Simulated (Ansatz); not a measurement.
# A series of single points on Sc

System: Sc (1 atom in the cell).
Method: Kohn-Sham DFT of a periodic cell, PBE, Ansatz PAW, no spin polarisation (Ansatz 0.2.0).

The 7 runs differ only in the geometry, by an even scaling of the cell at fixed fractional positions. The structure derives from a Materials Project entry.

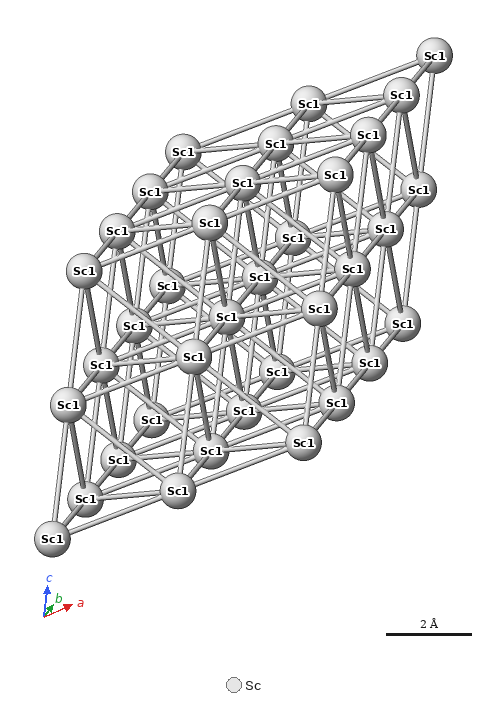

Figure 1. The structure of run 4 (ball-and-stick view of the cell of the calculation, repeated 2 × 3 × 2, seen slightly off an axis; atoms are numbered from 1 in the order of the input).

## Input of run 4
```yaml
crystal:
  lattice:
    - [3.2019616822, 0.0, 0.0]
    - [1.5021078373, 2.8441406042, 0.0]
    - [1.5489936237, 0.926446803, 2.6741812389]
  atoms:
    - { symbol: Sc, position: [0.0, 0.0, 0.0] }
hamiltonian:
  xc: pbe
  pseudopotentials: { kind: paw }
kpoints:
  mp_grid: { grid: [10, 10, 10] }
scf:
  occupations: { method: fermi_dirac, width: 0.05 }
output:
  forces: true
  stress: true
  eigenvalues: true
```

Command:
```bash
ansatz run input.yaml --threads 2 --pin off --max-ram 5120MiB --backend cpu --events-out ev --progress --plain --runs-dir out
```

Lattice vectors (Å) and fractional positions of run 4:
```
   3.201962    0.000000    0.000000
   1.502108    2.844141    0.000000
   1.548994    0.926447    2.674181
Sc  0.000000  0.000000  0.000000
```

Run 3 differs from it as follows:
```diff
-    - [3.2019616822, 0.0, 0.0]
-    - [1.5021078373, 2.8441406042, 0.0]
-    - [1.5489936237, 0.926446803, 2.6741812389]
+    - [3.180471359, 0.0, 0.0]
+    - [1.4920262729, 2.8250518371, 0.0]
+    - [1.5385973801, 0.9202288519, 2.656233173]
```

## Results, with one run withheld

```csv
run,volume per atom (Å³),"free energy per atom, from the lowest run given (meV)",pressure (GPa)
1,22.892,23.21,4.35
2,23.379,12.00,3.04
3,23.866,?,?
4,24.353,0.69,0.74
5,24.840,0.00,−0.28
6,25.327,2.29,−1.22
7,25.815,7.33,−2.09
```

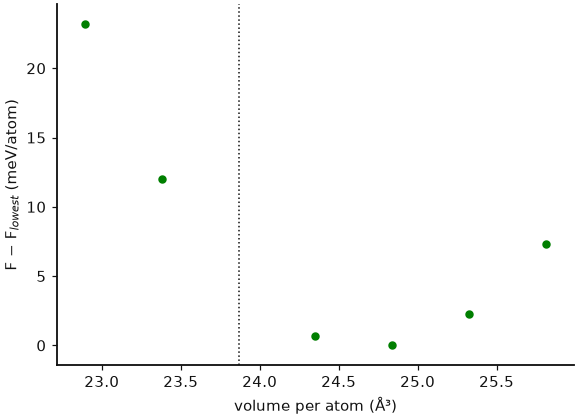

Figure 2. Free energy per atom of the runs given; the dotted line marks run 3.

Fit the runs given and predict run 3.

A cubic polynomial in V^(−2/3) (the Birch–Murnaghan form), fitted to the 6 runs given, misses them by under 0.01 meV per atom. With x = V^(−2/3) − 0.11888 Å⁻², it reads F = 0.49588 + 1240 x + 6.2602e+05 x² − 2.296e+06 x³ (meV per atom). At run 3 it gives 4.59 meV per atom, and the run itself gives 4.60. The slope of the fit gives a pressure −dF/dV of 1.85 GPa there, and the run prints 1.84 GPa. The fit has its minimum at 24.703 Å³ per atom, where V d²F/dV² gives 50.7 GPa. Cell shape and fractional positions are held, so this is the stiffness under even scaling; the relaxed bulk modulus wasn't computed.

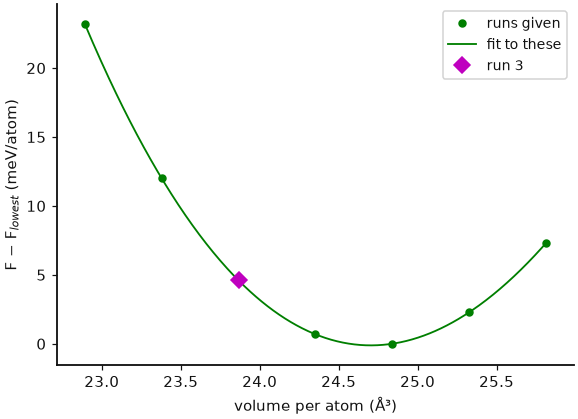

Figure 3. The fit and the withheld run.

## Output, shortened to warnings, some set-up lines, iterations and results (run 3)
```
Basis set: ecut = 420 eV, 483 PW (Γ), exchange–correlation on 48×48×48 points (8 copies of the dense FFT grid, shifted against one another)
Symmetry: 2 space group operations
k-points: 504 of 1000
Initial density: superposition of atomic densities (neutral atoms: chi_scale 0, normalization atom), corrected by the library's trained network
[...]
SCF iter   1: F=—  HF=-2135.758018 eV  |F-HF|=—  |Δ(HF+E_count)|=         —  Δρ=7.89e-4  dr2=6.13e-5  ethr=1.77e-3  ⟨swp⟩=4.1  Hψ=25986  notcnv=0
SCF iter   2: F=—  HF=-2135.757735 eV  |F-HF|=—  |Δ(HF+E_count)|=   2.83e-4  Δρ=4.78e-4  dr2=2.49e-5  ethr=5.57e-7  ⟨swp⟩=2.0  Hψ=11228  notcnv=0
SCF iter   3: F=—  HF=-2135.757763 eV  |F-HF|=—  |Δ(HF+E_count)|=   2.82e-5  Δρ=2.27e-4  dr2=1.52e-5  ethr=2.26e-7  ⟨swp⟩=2.0  Hψ=7356  notcnv=0
SCF iter   4: F=—  HF=-2135.757758 eV  |F-HF|=—  |Δ(HF+E_count)|=   4.79e-6  Δρ=5.77e-5  dr2=8.88e-7  ethr=1.38e-7  ⟨swp⟩=2.4  Hψ=7412  notcnv=0
SCF iter   5: F=-2135.757758 eV  HF=-2135.757758 eV  |F-HF|=1.60e-8  |Δ(HF+E_count)|=   1.81e-7  Δρ=1.75e-5  dr2=5.41e-8  ethr=8.08e-9  ⟨swp⟩=2.1  Hψ=6407  notcnv=0
SCF iter   6: F=-2135.757758 eV  HF=-2135.757758 eV  |F-HF|=8.50e-11  |Δ(HF+E_count)|=   4.86e-9  Δρ=9.48e-7  dr2=2.00e-10  ethr=4.92e-10  ⟨swp⟩=2.0  Hψ=15048  notcnv=0
SCF 1 converged in 6 iterations: F = -2135.757758 eV  dr2 = 2.00e-10
SCF converged after 6 iterations
Free energy (F): -2135.757758 eV
Harris-Foulkes:  -2135.757758 eV  (|F-HF|=8.50e-11)
Internal energy: -2135.740347 eV  (E = F + TS)
E sigma→0 (E₀):  -2135.749053 eV
Entropy (-TS):   -0.017411 eV (-17.411 meV/atom)
Fermi energy:    9.687138 eV
--- Per-component energies (eV) ---
  E_band       = -163.605723
  E_kinetic    = 260.972247
  E_local      = -830.431933  (includes V_loc(G=0)·N_el)
  E_nonlocal   = 83.580132
  E_hartree    = 283.776360
  E_xc         = -104.223038
  E_vxc        = -129.010576  (∫ρ·V_xc dr)
  E_paw        = -955.629152  (= ΣΔE_a)
  E_vpaw       = -116.267980  (= ΣTr[D̂ρ^β])
  E_aug_tail   = 0.000010  (compensation charges beyond the density's cutoff)
  E_ewald      = -873.784974
  E_smearing   = -0.017411  (= −TS)
  E_closure    = 0.000000  (closes the sum)
  Σ components = -2135.757758   (vs F -2135.757758, Δ=0.00e0)
--- Forces (eV/Å), atoms counted from 1 ---
  atom   1  Sc     0.00000000     0.00000000     0.00000000
  max |Σ_I F_I| component: 0.00e0 eV/Å
--- Stress (GPa, compression-positive) ---
        2.835809       1.032818       0.541871
        1.032818       1.346605       0.449983
        0.541871       0.449983       1.351481
  P = ⅓ Tr σ = 1.8446 GPa (18.446 kbar)
```
